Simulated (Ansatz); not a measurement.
# Geometry relaxation of GeSi (part 1 of 2)

GeSi (4 atoms in the cell), computed with DFT PBEsol, scalar-relativistic, plane waves, PAW, no spin polarisation (Ansatz 0.2.0).

The structure derives from a Materials Project entry. It belongs to a series of runs on one base structure; here: elastic and piezoelectric constants, atoms relaxed.

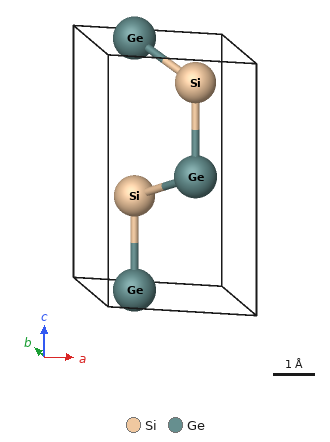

The structure as given in the input (ball-and-stick view of the cell of the calculation, seen slightly off an axis). Near neighbours in the crystal (not all of them lie inside the picture): Si has 4 Ge at 2.35 to 2.37 Å; Ge has 4 Si at 2.35 to 2.37 Å.

Key numbers:

| quantity | value |
| --- | --- |
| outcome | converged |
| space group (tolerance 0.01 Å) | P6₃mc (186) → Cm (8) |
| electrons treated | 36 |
| free energy | −9749.7993 eV |
| Fermi energy | 8.352 eV |
| gap on the k-point mesh | 0.25 eV |
| pressure | 4.99 GPa |
| final volume | 80.39 Å³ |
| bulk modulus (Hill) | 102.6 GPa |
| shear modulus (Hill) | 59.0 GPa |
| largest force (length of the vector) at the end | under 0.001 eV/Å |
| final cell | a = 3.829 Å, b = 3.829 Å, c = 6.332 Å, α = 90.00°, β = 90.00°, γ = 120.00° |
| elastic stability | stable |
| hardware | 1 thread of Intel Xeon (Sapphire Rapids), 32 GiB of memory available, shared host |
| wall time | 11 min |
| peak memory | 0.91 GiB |

The input:
```yaml
crystal:
  lattice:
    - [3.8288928965, 0.0, 0.0]
    - [-1.9144464482, 3.3159185167, 0.0]
    - [0.0, 0.0, 6.3319860064]
  atoms:
    - { symbol: Si, position: [0.6666666667, 0.3333333333, 0.8743224662] }
    - { symbol: Si, position: [0.3333333333, 0.6666666667, 0.3743224662] }
    - { symbol: Ge, position: [0.6666666667, 0.3333333333, 0.5006765338] }
    - { symbol: Ge, position: [0.3333333333, 0.6666666667, 0.0006765338] }
basis:
  ecutwfc: 420
kpoints:
  mp_grid: { grid: [12, 12, 6] }
hamiltonian:
  xc: pbesol
scf:
  occupations: { method: fixed }
output:
  forces: true
  stress: true
  eigenvalues: true
  polarization: {}
elastic:
  mode: relaxed_ion
  stencil: two_point
```

Launched with:
```bash
ansatz run input.yaml --threads 1 --pin off --max-ram 3072MiB --backend cpu --events-out ev --progress --plain --runs-dir out
```

What the program printed:
```
Engine: ansatz 0.2.0, x86_64-unknown-linux-gnu
Pseudopotentials: kind: paw
Pseudopotential: Si, paw, valence charge 4, recommended cutoff 420 eV (normal), Si.paw.azcp
Pseudopotential: Ge, paw, valence charge 14, recommended cutoff 420 eV (normal), Ge.paw.azcp
Functional definition: PBEsol
  exchange = pbesol_x
  correlation = pbesol_c
Crystal: 4 atoms, lattice volume = 80.393 Å³
Basis set: ecut = 420 eV, 1581 PW (Γ), exchange–correlation on 54×54×90 points (8 copies of the dense FFT grid, shifted against one another)
Bands: 22, of which v1, the nominal top of the filled ones, is band 18 counted from 1 (17 counted from 0)
Symmetry: 12 space group operations
Space group: P63mc (ITA 186), of the structure as read, at distance tolerance 4.3e-5 Å
k-points: 76 of 864 (time reversal used)
Non-local potential: Si, projectors of the file, l = 0: 2, l = 1: 2, l = 2: 2
Non-local potential: Ge, projectors of the file, l = 0: 2, l = 1: 2, l = 2: 3, l = 3: 1
PAW form: soft (Blöchl's): semilocal exchange-correlation on the pseudo side does not see the compensation charge
PAW frozen core: Si, regenerated for the run's functional, and the local potential with it (the file was generated under x = pbe(κ = 0.804, μ = 0.2195149727645171), c = pbe(β = 0.06672455060314922))
PAW frozen core: Ge, regenerated for the run's functional, and the local potential with it (the file was generated under x = pbe(κ = 0.804, μ = 0.2195149727645171), c = pbe(β = 0.06672455060314922))
PAW one-centre angular grid: Si, 110 points (default); XC on 64 Gauss nodes
PAW one-centre angular grid: Ge, 590 points (default); XC on 64 Gauss nodes
Initial density: superposition of atomic densities (neutral atoms: chi_scale 0, normalization atom), corrected by the library's trained network
Initial wavefunctions: pseudopotential atomic-orbital guess
Functional: x = pbesol(κ = 0.804, μ = 0.12345679012345678), c = pbesol(β = 0.046)
SCF iter   1: F=—  HF=-9749.802171 eV  |F-HF|=—  |Δ(HF+E_count)|=         —  Δρ=2.41e-3  dr2=4.60e-3  ethr=1.77e-3  ⟨swp⟩=4.0  Hψ=6861  notcnv=0  defer=134
preconditioner: auto → Resta (q_TF=auto, 2.386 Å⁻¹)  ε∞=2.8  [insulator: Δε(μ)=0.242 eV  Ē_g=18.705 eV  n_scr=22 (ndim 8)  ℏωp=24.8 eV  f_vac=0.007  ε∞_Penn≈2.8]
SCF iter   2: F=—  HF=-9749.799558 eV  |F-HF|=—  |Δ(HF+E_count)|=   2.61e-3  Δρ=1.38e-3  dr2=1.37e-3  ethr=1.28e-5  ⟨swp⟩=2.9  Hψ=3680  notcnv=0  defer=149
SCF iter   3: F=—  HF=-9749.799405 eV  |F-HF|=—  |Δ(HF+E_count)|=   1.54e-4  Δρ=4.47e-4  dr2=6.83e-5  ethr=3.80e-6  ⟨swp⟩=2.0  Hψ=3195  notcnv=0  defer=149
SCF iter   4: F=—  HF=-9749.799324 eV  |F-HF|=—  |Δ(HF+E_count)|=   8.06e-5  Δρ=9.32e-5  dr2=1.06e-5  ethr=1.90e-7  ⟨swp⟩=2.0  Hψ=3040  notcnv=0  defer=124
SCF iter   5: F=—  HF=-9749.799321 eV  |F-HF|=—  |Δ(HF+E_count)|=   3.31e-6  Δρ=3.56e-5  dr2=1.18e-6  ethr=2.95e-8  ⟨swp⟩=2.0  Hψ=3040  notcnv=0
SCF iter   6: F=—  HF=-9749.799319 eV  |F-HF|=—  |Δ(HF+E_count)|=   1.82e-6  Δρ=1.40e-5  dr2=9.84e-8  ethr=3.27e-9  ⟨swp⟩=2.1  Hψ=2266  notcnv=0
SCF iter   7: F=—  HF=-9749.799319 eV  |F-HF|=—  |Δ(HF+E_count)|=   2.17e-8  Δρ=1.73e-6  dr2=1.48e-9  ethr=2.73e-10  ⟨swp⟩=2.0  Hψ=2942  notcnv=0
SCF iter   8: F=—  HF=-9749.799319 eV  |F-HF|=—  |Δ(HF+E_count)|=  6.37e-11  Δρ=3.30e-7  dr2=4.52e-11  ethr=4.11e-12  ⟨swp⟩=2.0  Hψ=3036  notcnv=0
SCF iter   9: F=—  HF=-9749.799319 eV  |F-HF|=—  |Δ(HF+E_count)|=  1.82e-11  Δρ=1.04e-7  dr2=4.31e-12  ethr=1.26e-13 (applied; sched 1.00e-12)  ⟨swp⟩=2.0  Hψ=2959  notcnv=0
SCF iter  10: F=-9749.799319 eV  HF=-9749.799319 eV  |F-HF|=3.64e-12  |Δ(HF+E_count)|=    0.00e0  Δρ=5.93e-9  dr2=2.51e-14  ethr=1.00e-12  ⟨swp⟩=4.3  Hψ=8502  notcnv=0
SCF 1 converged in 10 iterations: F = -9749.799319 eV  dr2 = 2.51e-14
  greatest PAW one-centre occupation: 0.998 electrons in one spin orbital (limit 2), on the Ge atom at site 3 (counted from 0), in its partial waves of l = 2
relax step   1: F+E_penalty+E_count = -9749.79931904 eV  Δ(F+E_penalty+E_count) = +0.000e0 eV  max|allowed force component| = 2.145e-4 eV/Å  Δτ_max = 0.0000 Å  (10 SCF iters, accepted)
Initial density: handed on by an earlier stage of this run
Initial wavefunctions: pseudopotential atomic-orbital guess (no wavefunctions were taken with the density)
iter 1 solved again at ethr=2.41e-7 eV; its pass at ethr=3.10e-3 eV (dr2=8.66e-5 eV) is discarded
SCF iter   1: F=—  HF=-9749.799324 eV  |F-HF|=—  |Δ(HF+E_count)|=         —  Δρ=5.36e-5  dr2=9.71e-7  ethr=2.41e-7  ⟨swp⟩=2.0  Hψ=10666  notcnv=0  defer=149
preconditioner: auto → Resta (q_TF=auto, 2.386 Å⁻¹)  ε∞=2.8  [insulator: Δε(μ)=0.252 eV  Ē_g=18.740 eV  n_scr=22 (ndim 8)  ℏωp=24.8 eV  f_vac=0.008  ε∞_Penn≈2.8]
SCF iter   2: F=—  HF=-9749.799319 eV  |F-HF|=—  |Δ(HF+E_count)|=   4.74e-6  Δρ=2.29e-5  dr2=1.49e-7  ethr=2.70e-9  ⟨swp⟩=2.0  Hψ=3031  notcnv=0  defer=135
SCF iter   3: F=—  HF=-9749.799319 eV  |F-HF|=—  |Δ(HF+E_count)|=   4.49e-8  Δρ=1.96e-6  dr2=1.31e-9  ethr=4.14e-10  ⟨swp⟩=2.0  Hψ=3031  notcnv=0  defer=135
SCF iter   4: F=—  HF=-9749.799319 eV  |F-HF|=—  |Δ(HF+E_count)|=   1.99e-9  Δρ=7.18e-7  dr2=2.54e-10  ethr=3.63e-12  ⟨swp⟩=2.0  Hψ=3040  notcnv=0  defer=135
SCF iter   5: F=—  HF=-9749.799319 eV  |F-HF|=—  |Δ(HF+E_count)|=  5.78e-10  Δρ=3.56e-7  dr2=5.63e-11  ethr=7.07e-13 (applied; sched 1.00e-12)  ⟨swp⟩=2.0  Hψ=3040  notcnv=0  defer=135
SCF iter   6: F=—  HF=-9749.799319 eV  |F-HF|=—  |Δ(HF+E_count)|=  7.64e-11  Δρ=1.30e-7  dr2=6.03e-12  ethr=1.56e-13 (applied; sched 1.00e-12)  ⟨swp⟩=2.0  Hψ=3028  notcnv=0  defer=135
SCF iter   7: F=—  HF=-9749.799319 eV  |F-HF|=—  |Δ(HF+E_count)|=  3.64e-12  Δρ=2.26e-8  dr2=1.78e-13  ethr=1.68e-14 (applied; sched 1.00e-12)  ⟨swp⟩=2.0  Hψ=2971  notcnv=0  defer=135
SCF iter   8: F=-9749.799319 eV  HF=-9749.799319 eV  |F-HF|=0.00e0  |Δ(HF+E_count)|=  3.64e-12  Δρ=1.45e-9  dr2=1.74e-15  ethr=1.00e-12  ⟨swp⟩=4.0  Hψ=5298  notcnv=0
SCF 2 converged in 8 iterations: F = -9749.799319 eV  dr2 = 1.74e-15
  greatest PAW one-centre occupation: 0.998 electrons in one spin orbital (limit 2), on the Ge atom at site 2 (counted from 0), in its partial waves of l = 2
relax step   2: F+E_penalty+E_count = -9749.79931905 eV  Δ(F+E_penalty+E_count) = -3.260e-9 eV  max|allowed force component| = 4.351e-5 eV/Å  Δτ_max = 0.0000 Å  (8 SCF iters, accepted)
[... from here on the SCF iterations and repeated set-up lines of each step are left out, up to the last step ...]
SCF 3 converged in 10 iterations: F = -9749.799319 eV  dr2 = 1.16e-15
SCF 4 converged in 9 iterations: F = -9749.794075 eV  dr2 = 9.08e-14
relax step   1: F+E_penalty+E_count = -9749.79407541 eV  Δ(F+E_penalty+E_count) = +0.000e0 eV  max|allowed force component| = 1.925e-2 eV/Å  Δτ_max = 0.0000 Å  (9 SCF iters, accepted)
SCF 5 converged in 8 iterations: F = -9749.794116 eV  dr2 = 1.18e-14
relax step   2: F+E_penalty+E_count = -9749.79411579 eV  Δ(F+E_penalty+E_count) = -4.038e-5 eV  max|allowed force component| = 4.246e-3 eV/Å  Δτ_max = 0.0007 Å  (8 SCF iters, accepted)
SCF 6 converged in 7 iterations: F = -9749.794118 eV  dr2 = 6.83e-15
relax step   3: F+E_penalty+E_count = -9749.79411772 eV  Δ(F+E_penalty+E_count) = -1.930e-6 eV  max|allowed force component| = 1.129e-4 eV/Å  Δτ_max = 0.0003 Å  (7 SCF iters, accepted)
SCF 7 converged in 6 iterations: F = -9749.794118 eV  dr2 = 9.28e-15
relax step   4: F+E_penalty+E_count = -9749.79411774 eV  Δ(F+E_penalty+E_count) = -2.383e-8 eV  max|allowed force component| = 8.845e-5 eV/Å  Δτ_max = 0.0001 Å  (6 SCF iters, accepted)
SCF 8 converged in 6 iterations: F = -9749.794118 eV  dr2 = 4.38e-14
relax step   5: F+E_penalty+E_count = -9749.79411775 eV  Δ(F+E_penalty+E_count) = -1.350e-8 eV  max|allowed force component| = 9.175e-6 eV/Å  Δτ_max = 0.0001 Å  (6 SCF iters, accepted)
SCF 9 converged in 6 iterations: F = -9749.794118 eV  dr2 = 1.98e-14
SCF 10 converged in 9 iterations: F = -9749.804097 eV  dr2 = 6.94e-14
relax step   1: F+E_penalty+E_count = -9749.80409748 eV  Δ(F+E_penalty+E_count) = +0.000e0 eV  max|allowed force component| = 1.895e-2 eV/Å  Δτ_max = 0.0000 Å  (9 SCF iters, accepted)
SCF 11 converged in 7 iterations: F = -9749.804137 eV  dr2 = 4.01e-14
relax step   2: F+E_penalty+E_count = -9749.80413687 eV  Δ(F+E_penalty+E_count) = -3.939e-5 eV  max|allowed force component| = 4.115e-3 eV/Å  Δτ_max = 0.0007 Å  (7 SCF iters, accepted)
SCF 12 converged in 7 iterations: F = -9749.804139 eV  dr2 = 1.16e-14
relax step   3: F+E_penalty+E_count = -9749.80413869 eV  Δ(F+E_penalty+E_count) = -1.818e-6 eV  max|allowed force component| = 1.118e-4 eV/Å  Δτ_max = 0.0003 Å  (7 SCF iters, accepted)
SCF 13 converged in 6 iterations: F = -9749.804139 eV  dr2 = 8.38e-15
relax step   4: F+E_penalty+E_count = -9749.80413871 eV  Δ(F+E_penalty+E_count) = -2.322e-8 eV  max|allowed force component| = 8.674e-5 eV/Å  Δτ_max = 0.0001 Å  (6 SCF iters, accepted)
SCF 14 converged in 6 iterations: F = -9749.804139 eV  dr2 = 9.56e-15
relax step   5: F+E_penalty+E_count = -9749.80413873 eV  Δ(F+E_penalty+E_count) = -1.277e-8 eV  max|allowed force component| = 9.390e-6 eV/Å  Δτ_max = 0.0001 Å  (6 SCF iters, accepted)
SCF 15 converged in 6 iterations: F = -9749.804139 eV  dr2 = 5.45e-14
SCF 16 converged in 9 iterations: F = -9749.794028 eV  dr2 = 1.84e-14
relax step   1: F+E_penalty+E_count = -9749.79402820 eV  Δ(F+E_penalty+E_count) = +0.000e0 eV  max|allowed force component| = 2.466e-2 eV/Å  Δτ_max = 0.0000 Å  (9 SCF iters, accepted)
SCF 17 converged in 8 iterations: F = -9749.794071 eV  dr2 = 3.50e-15
relax step   2: F+E_penalty+E_count = -9749.79407080 eV  Δ(F+E_penalty+E_count) = -4.260e-5 eV  max|allowed force component| = 5.054e-3 eV/Å  Δτ_max = 0.0007 Å  (8 SCF iters, accepted)
SCF 18 converged in 7 iterations: F = -9749.794073 eV  dr2 = 5.42e-15
relax step   3: F+E_penalty+E_count = -9749.79407268 eV  Δ(F+E_penalty+E_count) = -1.873e-6 eV  max|allowed force component| = 1.372e-5 eV/Å  Δτ_max = 0.0002 Å  (7 SCF iters, accepted)
SCF 19 converged in 6 iterations: F = -9749.794073 eV  dr2 = 5.99e-14
SCF 20 converged in 9 iterations: F = -9749.804072 eV  dr2 = 1.60e-14
relax step   1: F+E_penalty+E_count = -9749.80407174 eV  Δ(F+E_penalty+E_count) = +0.000e0 eV  max|allowed force component| = 2.400e-2 eV/Å  Δτ_max = 0.0000 Å  (9 SCF iters, accepted)
SCF 21 converged in 7 iterations: F = -9749.804113 eV  dr2 = 9.62e-14
relax step   2: F+E_penalty+E_count = -9749.80411289 eV  Δ(F+E_penalty+E_count) = -4.115e-5 eV  max|allowed force component| = 4.818e-3 eV/Å  Δτ_max = 0.0007 Å  (7 SCF iters, accepted)
SCF 22 converged in 7 iterations: F = -9749.804115 eV  dr2 = 8.51e-15
relax step   3: F+E_penalty+E_count = -9749.80411461 eV  Δ(F+E_penalty+E_count) = -1.723e-6 eV  max|allowed force component| = 1.286e-5 eV/Å  Δτ_max = 0.0002 Å  (7 SCF iters, accepted)
SCF 23 converged in 6 iterations: F = -9749.804115 eV  dr2 = 4.30e-14
SCF 24 converged in 9 iterations: F = -9749.799255 eV  dr2 = 2.02e-14
relax step   1: F+E_penalty+E_count = -9749.79925463 eV  Δ(F+E_penalty+E_count) = +0.000e0 eV  max|allowed force component| = 1.509e-2 eV/Å  Δτ_max = 0.0000 Å  (9 SCF iters, accepted)
SCF 25 converged in 8 iterations: F = -9749.799271 eV  dr2 = 3.67e-15
relax step   2: F+E_penalty+E_count = -9749.79927057 eV  Δ(F+E_penalty+E_count) = -1.594e-5 eV  max|allowed force component| = 3.357e-3 eV/Å  Δτ_max = 0.0004 Å  (8 SCF iters, accepted)
SCF 26 converged in 7 iterations: F = -9749.799271 eV  dr2 = 2.31e-14
relax step   3: F+E_penalty+E_count = -9749.79927139 eV  Δ(F+E_penalty+E_count) = -8.256e-7 eV  max|allowed force component| = 4.634e-6 eV/Å  Δτ_max = 0.0001 Å  (7 SCF iters, accepted)
SCF 27 converged in 9 iterations: F = -9749.799271 eV  dr2 = 3.50e-14
SCF 28 converged in 9 iterations: F = -9749.799255 eV  dr2 = 2.08e-14
relax step   1: F+E_penalty+E_count = -9749.79925463 eV  Δ(F+E_penalty+E_count) = +0.000e0 eV  max|allowed force component| = 1.509e-2 eV/Å  Δτ_max = 0.0000 Å  (9 SCF iters, accepted)
SCF 29 converged in 8 iterations: F = -9749.799271 eV  dr2 = 3.78e-15
relax step   2: F+E_penalty+E_count = -9749.79927057 eV  Δ(F+E_penalty+E_count) = -1.594e-5 eV  max|allowed force component| = 3.357e-3 eV/Å  Δτ_max = 0.0004 Å  (8 SCF iters, accepted)
SCF iter   1: F=—  HF=-9749.799275 eV  |F-HF|=—  |Δ(HF+E_count)|=         —  Δρ=1.05e-5  dr2=3.75e-8  ethr=1.04e-9  ⟨swp⟩=5.2  Hψ=25237  notcnv=0  defer=15
SCF iter   2: F=—  HF=-9749.799271 eV  |F-HF|=—  |Δ(HF+E_count)|=   3.20e-6  Δρ=5.57e-6  dr2=1.11e-8  ethr=1.04e-10  ⟨swp⟩=2.0  Hψ=9048  notcnv=0  defer=19
SCF iter   3: F=—  HF=-9749.799271 eV  |F-HF|=—  |Δ(HF+E_count)|=  4.84e-10  Δρ=5.60e-7  dr2=3.69e-10  ethr=3.10e-11  ⟨swp⟩=2.1  Hψ=6843  notcnv=0  defer=19
SCF iter   4: F=—  HF=-9749.799271 eV  |F-HF|=—  |Δ(HF+E_count)|=  5.82e-11  Δρ=2.02e-7  dr2=2.62e-11  ethr=1.02e-12  ⟨swp⟩=2.0  Hψ=6544  notcnv=0  defer=19
SCF iter   5: F=—  HF=-9749.799271 eV  |F-HF|=—  |Δ(HF+E_count)|=    0.00e0  Δρ=6.29e-8  dr2=3.80e-12  ethr=7.29e-14 (applied; sched 1.00e-12)  ⟨swp⟩=2.9  Hψ=9449  notcnv=0  defer=19
SCF iter   6: F=—  HF=-9749.799271 eV  |F-HF|=—  |Δ(HF+E_count)|=    0.00e0  Δρ=1.84e-8  dr2=1.74e-13  ethr=1.06e-14 (applied; sched 1.00e-12)  ⟨swp⟩=2.0  Hψ=9680  notcnv=0  defer=19
SCF iter   7: F=-9749.799271 eV  HF=-9749.799271 eV  |F-HF|=0.00e0  |Δ(HF+E_count)|=  3.64e-12  Δρ=5.81e-9  dr2=2.32e-14  ethr=1.00e-12  ⟨swp⟩=4.0  Hψ=18079  notcnv=0
SCF 30 converged in 7 iterations: F = -9749.799271 eV  dr2 = 2.32e-14
relax step   3: F+E_penalty+E_count = -9749.79927139 eV  Δ(F+E_penalty+E_count) = -8.256e-7 eV  max|allowed force component| = 4.634e-6 eV/Å  Δτ_max = 0.0001 Å  (7 SCF iters, accepted)
iter 1 solved again at ethr=1.00e-12 eV; its pass at ethr=3.10e-3 eV (dr2=2.44e-10 eV) is discarded
SCF iter   1: F=—  HF=-9749.799275 eV  |F-HF|=—  |Δ(HF+E_count)|=         —  Δρ=7.60e-7  dr2=2.70e-10  ethr=1.00e-12  ⟨swp⟩=2.0  Hψ=22251  notcnv=0  defer=1
SCF iter   2: F=—  HF=-9749.799271 eV  |F-HF|=—  |Δ(HF+E_count)|=   3.19e-6  Δρ=3.78e-7  dr2=1.03e-10  ethr=7.51e-13 (applied; sched 1.00e-12)  ⟨swp⟩=3.0  Hψ=11482  notcnv=0  defer=1
SCF iter   3: F=—  HF=-9749.799271 eV  |F-HF|=—  |Δ(HF+E_count)|=  1.09e-11  Δρ=2.52e-7  dr2=3.62e-11  ethr=2.87e-13 (applied; sched 1.00e-12)  ⟨swp⟩=1.4  Hψ=5448  notcnv=0  defer=1
SCF iter   4: F=—  HF=-9749.799271 eV  |F-HF|=—  |Δ(HF+E_count)|=  3.64e-12  Δρ=1.66e-7  dr2=1.36e-11  ethr=1.00e-13 (applied; sched 1.00e-12)  ⟨swp⟩=1.4  Hψ=5419  notcnv=0  defer=1
SCF iter   5: F=—  HF=-9749.799271 eV  |F-HF|=—  |Δ(HF+E_count)|=  1.82e-12  Δρ=1.11e-7  dr2=5.73e-12  ethr=3.78e-14 (applied; sched 1.00e-12)  ⟨swp⟩=1.0  Hψ=5324  notcnv=0  defer=1
SCF iter   6: F=—  HF=-9749.799271 eV  |F-HF|=—  |Δ(HF+E_count)|=    0.00e0  Δρ=8.09e-8  dr2=3.04e-12  ethr=1.59e-14 (applied; sched 1.00e-12)  ⟨swp⟩=1.0  Hψ=5324  notcnv=0  defer=1
SCF iter   7: F=—  HF=-9749.799271 eV  |F-HF|=—  |Δ(HF+E_count)|=  3.64e-12  Δρ=6.06e-8  dr2=1.72e-12  ethr=8.44e-15 (applied; sched 1.00e-12)  ⟨swp⟩=1.0  Hψ=5324  notcnv=0  defer=1
SCF iter   8: F=—  HF=-9749.799271 eV  |F-HF|=—  |Δ(HF+E_count)|=  3.64e-12  Δρ=2.76e-8  dr2=3.63e-13  ethr=4.76e-15 (applied; sched 1.00e-12)  ⟨swp⟩=1.6  Hψ=5528  notcnv=0  defer=1
SCF iter   9: F=-9749.799271 eV  HF=-9749.799271 eV  |F-HF|=3.64e-12  |Δ(HF+E_count)|=  3.64e-12  Δρ=8.57e-9  dr2=3.46e-14  ethr=1.00e-12  ⟨swp⟩=3.0  Hψ=18276  notcnv=0
SCF 31 converged in 9 iterations: F = -9749.799271 eV  dr2 = 3.46e-14
```

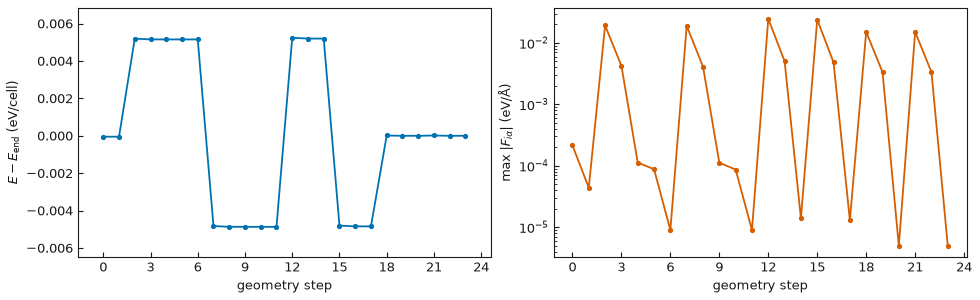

Progress of the relaxation, step by step (the first geometry is step 0 here and step 1 in the log). The atoms keep their places (all moves are under 0.005 Å). The lattice vectors keep their values. Among the contacts that change: Si1–Ge4 2.351 → 2.358 Å. The space group (tolerance 0.01 Å) goes from P6_3mc (No. 186) to Cm (No. 8). After 23 geometry steps the energy has risen by next to nothing (0.0 meV per cell of the calculation). The largest force component goes from 0.00021 to under 0.0001 eV/Å. (Atoms are counted from 1 in the order of the input.)

```
NSCF: frozen V_eff on 244 k-points
NSCF: frozen V_eff on 79 k-points
SCF converged after 10 iterations
Free energy (F): -9749.799319 eV
Harris-Foulkes:  -9749.799319 eV  (|F-HF|=1.82e-12)
Internal energy: -9749.799319 eV  (E = F + TS)
E sigma→0 (E₀):  -9749.799319 eV
Fermi energy:    8.351941 eV
--- Per-component energies (eV) ---
  E_band       = -284.879589
  E_kinetic    = 307.353264
  E_local      = -5223.843432  (includes V_loc(G=0)·N_el)
  E_nonlocal   = 894.662255
  E_hartree    = 2298.450073
  E_xc         = -261.106271
  E_vxc        = -225.525468  (∫ρ·V_xc dr)
  E_paw        = -4957.608105  (= ΣΔE_a)
  E_vpaw       = -634.426913  (= ΣTr[D̂ρ^β])
  E_aug_tail   = 0.000559  (compensation charges beyond the density's cutoff)
  E_ewald      = -2809.606656
  E_core_change = 1.898994  (= ΣΔE_core)
  E_smearing   = -0.000000  (= −TS)
  E_closure    = 0.000000  (closes the sum)
  Σ components = -9749.799319   (vs F -9749.799319, Δ=0.00e0)
--- Forces (eV/Å), atoms counted from 1 ---
  atom   1  Si    -0.00000000    -0.00000000    -0.00004353
  atom   2  Si     0.00000000    -0.00000000    -0.00004353
  atom   3  Ge    -0.00000000     0.00000000     0.00004350
  atom   4  Ge     0.00000000    -0.00000000     0.00004350
  max |Σ_I F_I| component: 6.63e-8 eV/Å
--- Stress (GPa, compression-positive) ---
        4.991798       0.000000       0.000000
        0.000000       4.991798       0.000000
        0.000000       0.000000       5.001064
  P = ⅓ Tr σ = 4.9949 GPa (49.949 kbar)
--- Band table (eV; the first three rows and the last of 76) ---
  k-point 0: bands = ["-16.2919", "-16.2918", "-16.2880", "-16.2880", "-16.2846", "-16.2846", "-16.2576", "-16.2576", "-16.2527", "-16.2527", "-4.7647", "-2.4667", "0.5289", "6.6714", "6.6714", "7.9813", "8.3519", "8.3519", "8.9152", "10.2454", "10.3488", "10.3488"]
  k-point 1: bands = ["-16.2919", "-16.2918", "-16.2878", "-16.2878", "-16.2848", "-16.2848", "-16.2573", "-16.2573", "-16.2530", "-16.2530", "-4.6733", "-2.7824", "1.0254", "6.7478", "6.7478", "6.9151", "8.1620", "8.1620", "9.0087", "10.5226", "10.5226", "10.8856"]
  k-point 2: bands = ["-16.2918", "-16.2918", "-16.2872", "-16.2872", "-16.2855", "-16.2855", "-16.2563", "-16.2563", "-16.2538", "-16.2538", "-4.4022", "-3.3888", "2.1695", "5.2489", "6.9710", "6.9710", "7.7510", "7.7510", "9.2860", "10.3095", "10.9246", "10.9246"]
```
